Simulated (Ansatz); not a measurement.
Run report: SnO$_{2}$, single-point calculation

SnO$_{2}$ (I4₁/amd, 6 atoms in the cell), computed with DFT LDA, scalar-relativistic, plane waves, PAW, no spin polarisation (Ansatz 0.2.0).

The structure derives from a Materials Project entry. Figures and captions count atoms from 1; the log counts them from 0 in places.

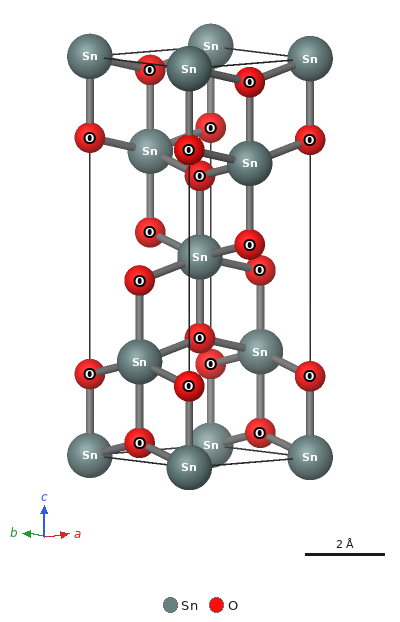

Figure 1. The structure (ball-and-stick view of the cell 2 times as large as that of the calculation, set on its symmetry axes, seen at an oblique angle). An atom can appear more than once, as a periodic image.

## Input file
```yaml
crystal:
  lattice:
    - [-2.0000686112, 2.0000686112, 5.1236788559]
    - [2.0000686112, -2.0000686112, 5.1236788559]
    - [2.0000686112, 2.0000686112, -5.1236788559]
  atoms:
    - { symbol: Sn, position: [0.75, 0.25, 0.5] }
    - { symbol: Sn, position: [0.0, 0.0, 0.0] }
    - { symbol: O, position: [0.79652259, 0.79652259, 0.0] }
    - { symbol: O, position: [0.95347741, 0.45347741, 0.5] }
    - { symbol: O, position: [0.20347741, 0.20347741, 0.0] }
    - { symbol: O, position: [0.54652259, 0.04652259, 0.5] }
basis:
  ecutwfc: 420
kpoints:
  mp_grid: { grid: [6, 6, 6] }
hamiltonian:
  xc: lda
scf:
  occupations: { method: gaussian, width: 0.1 }
output:
  forces: true
  stress: true
  eigenvalues: true
```

Launched with:
```bash
ansatz run input.yaml --threads 2 --pin off --max-ram 5120MiB --backend cpu --events-out ev --progress --plain --runs-dir out
```

## Output
```
basis.fft_grid_basis auto: the FFT boxes are laid along the combinations [[1, 0, 1], [0, 1, 1], [0, 0, 1]] of the cell's own vectors, 4.000, 4.000 and 5.853 Å long. The dense box has 27×27×40 points. Along the cell's own vectors, as sized, it would have 40×40×40, 2.19 times as many. Of the 16 symmetry operations that the crystal satisfies within crystal.symmetry.tolerance (time reversal apart; of a slab, those that keep its plane) the dense box along the cell's own vectors carries 16, and the one as laid loses 14 of those. basis.fft_grid_basis: typed keeps the cell's own vectors: state it where this run's energies or levels are differenced outside the engine with another run's, or held beside a run that keeps those vectors.
Engine: ansatz 0.2.0, x86_64-unknown-linux-gnu
Pseudopotentials: kind: paw
Pseudopotential: Sn, paw, valence charge 14, recommended cutoff 420 eV (normal), Sn.paw.azcp
Pseudopotential: O, paw, valence charge 6, recommended cutoff 420 eV (normal), O.paw.azcp
Functional definition: SPW92
  exchange = slater_x
  correlation = pw_c
Crystal: 6 atoms, lattice volume = 81.984 Å³
Basis set: ecut = 420 eV, 1605 PW (Γ), FFT grids on a1+a3, a2+a3, a3
Bands: 32, of which v1, the nominal top of the filled ones, is band 26 counted from 1 (25 counted from 0)
Symmetry: 16 space group operations
Space group: I41/amd (ITA 141), of the structure as read, at distance tolerance 4.3e-5 Å
k-points: 30 of 216
Non-local potential: Sn, projectors of the file, l = 0: 2, l = 1: 2, l = 2: 2, l = 3: 2
Non-local potential: O, projectors of the file, l = 0: 2, l = 1: 2, l = 2: 1
PAW form: soft (Blöchl's): semilocal exchange-correlation on the pseudo side does not see the compensation charge
PAW frozen core: Sn, regenerated for the run's functional, and the local potential with it (the file was generated under x = pbe(κ = 0.804, μ = 0.2195149727645171), c = pbe(β = 0.06672455060314922))
PAW frozen core: O, regenerated for the run's functional, and the local potential with it (the file was generated under x = pbe(κ = 0.804, μ = 0.2195149727645171), c = pbe(β = 0.06672455060314922))
PAW one-centre angular grid: Sn, 590 points (default); XC on 64 Gauss nodes
PAW one-centre angular grid: O, 110 points (default); XC on 64 Gauss nodes
Initial density: superposition of atomic densities (neutral atoms: chi_scale 0, normalization atom), corrected by the library's trained network
Initial wavefunctions: pseudopotential atomic-orbital guess
Functional: x = slater, c = lda
SCF iter   1: F=—  HF=-13979.853292 eV  |F-HF|=—  |Δ(HF+E_count)|=         —  Δρ=1.64e-2  dr2=1.88e-1  ethr=1.77e-3  ⟨swp⟩=6.0  Hψ=4233  notcnv=0  defer=1
preconditioner: auto → Resta (q_TF=auto, 2.529 Å⁻¹)  ε∞=3.4  [insulator: Δε(μ)=1.357 eV  Ē_g=18.927 eV  σ=0.100 eV  W_gap=1.00  n_scr=24 (ndim 8)  ℏωp=29.6 eV  f_vac=0.139  D(μ)=0.00/eV (n_scr^D=0)  ε∞_Penn≈3.4]
SCF iter   2: F=—  HF=-13979.800469 eV  |F-HF|=—  |Δ(HF+E_count)|=   5.28e-2  Δρ=4.34e-3  dr2=5.95e-3  ethr=3.61e-4  ⟨swp⟩=2.1  Hψ=1610  notcnv=0  defer=57
SCF iter   3: F=—  HF=-13979.798437 eV  |F-HF|=—  |Δ(HF+E_count)|=   2.03e-3  Δρ=1.86e-3  dr2=1.66e-3  ethr=1.14e-5  ⟨swp⟩=2.8  Hψ=1664  notcnv=0  defer=27
automatic band count: iteration 3 solves 31 bands in place of 32: the levels show a gap, and the empty bands left out lie too high to hold charge; the band table lists the bands solved (type scf.n_extra_bands for more)
SCF iter   4: F=—  HF=-13979.797927 eV  |F-HF|=—  |Δ(HF+E_count)|=   5.10e-4  Δρ=3.21e-4  dr2=9.30e-5  ethr=3.19e-6  ⟨swp⟩=2.0  Hψ=1665  notcnv=0  defer=27
SCF iter   5: F=—  HF=-13979.797926 eV  |F-HF|=—  |Δ(HF+E_count)|=   1.24e-6  Δρ=8.27e-5  dr2=6.29e-6  ethr=1.79e-7  ⟨swp⟩=2.4  Hψ=1236  notcnv=0  defer=27
SCF iter   6: F=—  HF=-13979.797928 eV  |F-HF|=—  |Δ(HF+E_count)|=   2.02e-6  Δρ=1.97e-5  dr2=2.38e-7  ethr=1.21e-8  ⟨swp⟩=2.5  Hψ=1326  notcnv=0  defer=27
SCF iter   7: F=-13979.797928 eV  HF=-13979.797928 eV  |F-HF|=1.39e-9  |Δ(HF+E_count)|=   1.91e-8  Δρ=2.57e-6  dr2=4.05e-9  ethr=1.92e-10  ⟨swp⟩=9.5  Hψ=4024  notcnv=0
SCF 1 converged in 7 iterations: F = -13979.797928 eV  dr2 = 4.05e-9
  greatest PAW one-centre occupation: 0.997 electrons in one spin orbital (limit 2), on the Sn atom at site 1 (counted from 0), in its partial waves of l = 2
```

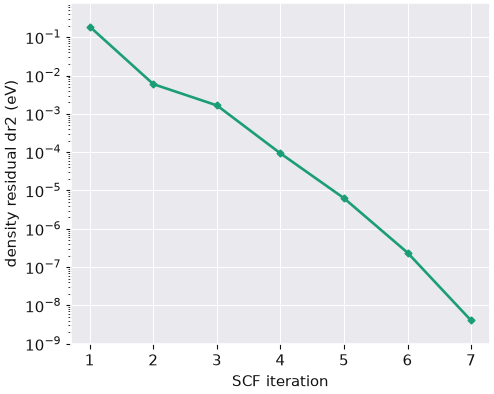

Figure 2. Convergence of the self-consistent field: density residual dr2 against the SCF iteration. The residual falls at every step.

```
SCF converged after 7 iterations
Free energy (F): -13979.797928 eV
Harris-Foulkes:  -13979.797928 eV  (|F-HF|=1.39e-9)
Internal energy: -13979.797928 eV  (E = F + TS)
E sigma→0 (E₀):  -13979.797928 eV
Fermi energy:    7.375882 eV
--- Per-component energies (eV) ---
  E_band       = -237.572506
  E_kinetic    = 1077.938668
  E_local      = -3569.900473  (includes V_loc(G=0)·N_el)
  E_nonlocal   = 150.593946
  E_hartree    = 1780.018338
  E_xc         = -1040.719804
  E_vxc        = -562.747012  (∫ρ·V_xc dr)
  E_paw        = -8601.745962  (= ΣΔE_a)
  E_vpaw       = -893.503067  (= ΣTr[D̂ρ^β])
  E_aug_tail   = 0.010045  (compensation charges beyond the density's cutoff)
  E_ewald      = -3777.230168
  E_core_change = 1.237482  (= ΣΔE_core)
  E_smearing   = -0.000000  (= −TS)
  E_closure    = -0.000000  (closes the sum)
  Σ components = -13979.797928   (vs F -13979.797928, Δ=0.00e0)
--- Forces (eV/Å), atoms counted from 1 ---
  atom   1  Sn     0.00000000     0.00000000     0.00000000
  atom   2  Sn     0.00000000     0.00000000     0.00000000
  atom   3  O      0.00000000    -0.00000000     0.19201173
  atom   4  O     -0.00000000     0.00000000    -0.19201173
  atom   5  O      0.00000000     0.00000000    -0.19201173
  atom   6  O      0.00000000     0.00000000     0.19201173
  max |Σ_I F_I| component: 5.55e-17 eV/Å
--- Stress (GPa, compression-positive) ---
       -3.482335       0.000000       0.000000
        0.000000      -3.482335       0.000000
        0.000000      -0.000000      -4.726179
  P = ⅓ Tr σ = -3.8969 GPa (-38.969 kbar)
--- Band table (eV; the first three rows and the last of 30) ---
  k-point 0: bands = ["-13.6715", "-13.6526", "-13.5223", "-12.9786", "-12.8824", "-12.8824", "-12.7333", "-12.7216", "-12.7216", "-12.6894", "-11.5804", "-8.8444", "-8.1534", "-7.8630", "1.5717", "1.8134", "1.8134", "2.4798", "3.1308", "3.1308", "4.9154", "5.5605", "5.9528", "5.9528", "6.2412", "6.2412", "8.1210", "11.9959", "15.6423", "16.1787", "16.2441"]
  k-point 1: bands = ["-13.6209", "-13.5359", "-13.4106", "-13.0436", "-12.8890", "-12.8628", "-12.7429", "-12.7378", "-12.7356", "-12.6947", "-11.2476", "-9.0679", "-8.2955", "-8.2262", "-0.1297", "1.9898", "1.9931", "2.5066", "3.6246", "4.3921", "5.0103", "5.2523", "5.5303", "5.8465", "6.0197", "6.3790", "9.6354", "12.2109", "16.0750", "16.0779", "16.3958"]
  k-point 2: bands = ["-13.5003", "-13.2544", "-13.1962", "-13.1351", "-12.9138", "-12.8163", "-12.7731", "-12.7567", "-12.7399", "-12.7045", "-10.4185", "-9.5256", "-9.1449", "-8.5825", "-1.1846", "0.2324", "2.2190", "3.7970", "4.3370", "4.7075", "4.9174", "5.1587", "5.9043", "5.9103", "6.1264", "6.5915", "11.9367", "13.0391", "14.7170", "15.0225", "15.8871"]
  k-point 29: bands = ["-13.8292", "-13.8292", "-13.0480", "-13.0480", "-12.9245", "-12.9245", "-12.7114", "-12.7114", "-12.6757", "-12.6757", "-10.7002", "-10.7002", "-7.5675", "-7.5675", "1.4241", "1.4241", "2.9943", "2.9943", "3.7903", "3.7903", "3.8180", "3.8180", "5.6065", "5.6065", "6.3436", "6.3436", "10.7270", "10.7270", "14.0248", "14.0248", "18.3947"]
```

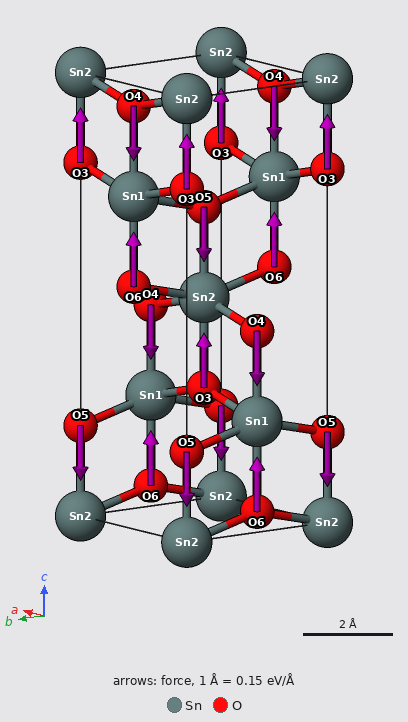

Figure 3. Forces on the atoms as pink arrows (ball-and-stick view of the cell 2 times as large as that of the calculation, set on its symmetry axes, seen at an oblique angle; atoms are numbered from 1 in the order of the input). The largest act on all 4 O atoms (0.19 eV/Å). The geometry is not a stationary point of this energy.

## Key numbers

| quantity | value |
| --- | --- |
| outcome | converged |
| space group (tolerance 0.01 Å) | I4₁/amd (141) |
| electrons treated | 52 |
| free energy | −13979.7979 eV |
| Fermi energy | 7.376 eV |
| gap on the k-point mesh | 1.50 eV |
| pressure | −3.90 GPa |
| largest force (length of the vector) | 0.192 eV/Å |
| hardware | 2 threads of Intel Xeon @ 2.50GHz (Skylake/Cascade Lake), 189 GiB of memory available, shared host |
| wall time | 5 s (CPU time 9.1 s) |
| peak memory | 0.38 GiB |
